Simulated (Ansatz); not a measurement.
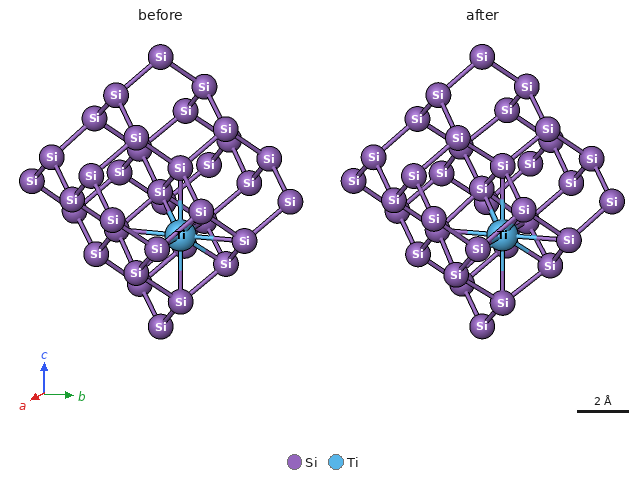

The structure of a defect cell of composition Si$_{64}$Ti (cell charge +3) before (left) and after (right) a relaxation, at one scale.

The picture is a ball-and-stick view of the atoms within 5.8 Å of the atom that moves most (axes of the cell of the calculation (origin shifted)), seen slightly off an axis.

Method: DFT, PBEsol, PAW, plane waves in Ansatz. (plane-wave cutoff 420 eV; k-point mesh 1 × 1 × 1; mesh shifted by (0.25, 0.25, 0.25); collinear spin; atoms relaxed in a fixed cell; force threshold 0.03 eV/Å; at most 80 steps)

### What changed between the two?

After 3 geometry steps the energy has fallen by 1.086 eV per cell of the calculation. Largest force component: 1.7 eV/Å at the start, 0.019 eV/Å at the end. A Si atom moves most: 0.15 Å along [−2 −1 3]. Largest moves by element: Si 0.15 Å, Ti 0.03 Å. The cell doesn't change. Near-neighbour distances that change, for instance: Si–Ti 2.341 → 2.470 Å, Si–Si 2.307 → 2.435 Å, Si–Ti 2.683 → 2.796 Å, Si–Ti 2.363 → 2.472 Å. Bond angles that change, for instance: Si–Si–Si 108.9° → 113.6°, Si–Si–Si 109.6° → 105.0°, Si–Si–Si 107.7° → 112.3°.

Limits of the set-up: the cell is charged, on a uniform background, and energies carry no finite-size correction.
